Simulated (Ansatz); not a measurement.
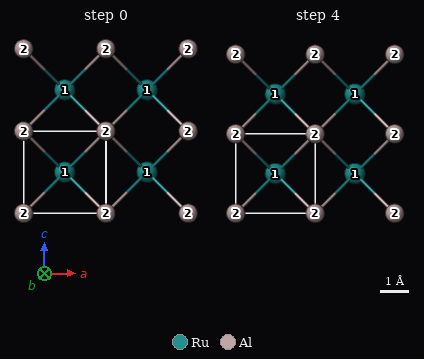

The structure of crystalline AlRu (set up in Pm-3m) before (left) and after (right) a relaxation, at one scale.

The picture is a ball-and-stick view of the cell of the calculation, repeated 2 × 1 × 2 with one cell outlined, seen along the b axis.

The run lets cell and atoms move.

Computed with Kohn-Sham DFT of a periodic cell, PBE, Ansatz PAW in Ansatz 0.2.0.

The input:
```yaml
crystal:
  lattice:
    - [2.9916, 0.0, 0.0]
    - [0.0, 2.9916, 0.0]
    - [0.0, 0.0, 2.9916]
  atoms:
    - { symbol: Ru, position: [0.5, 0.5, 0.5] }
    - { symbol: Al, position: [0.0, 0.0, 0.0] }
hamiltonian:
  xc: pbe
  pseudopotentials: { kind: paw }
kpoints:
  mp_grid: { grid: [9, 9, 9] }
scf:
  occupations: { method: fermi_dirac, width: 0.05 }
output:
  forces: true
  stress: true
  eigenvalues: true
relax:
  f_tol: 0.01
  max_steps: 40
  cell: { stress_tol: 0.05, p_target: 30.0 }
```

Run as
```bash
ansatz run input.yaml --threads 2 --pin off --max-ram 5632MiB --backend cpu --events-out ev --progress --plain --runs-dir out
```

Describe what moved and what it gained.

Answer. The energy rises by 122 meV per atom in 3 accepted moves (4 points after the start). With the target pressure of 30 GPa, the enthalpy E + pV changes by −121 meV per atom. All forces vanish by symmetry, so only the cell relaxes. Pressure: 2.54 GPa at the start and 29.99 GPa at the end. At 1 point the geometry stayed and the basis and grid were re-selected for the new cell (energy shift of 0.6 meV per atom at most each time). The atoms keep their places relative to the cell (all moves are under 0.005 Å). The volume changes by −9.7 %, with a = b = c 2.992 → 2.891 Å (−3.4 %). Some distances before and after: Ru1–Ru1 2.992 → 2.891 Å, Ru1–Al2 2.591 → 2.504 Å. The space group stays Pm-3m (No. 221). The run took 2.4 s on 2 threads of Arm Neoverse V2 (shared host), peak memory 0.28 GiB.
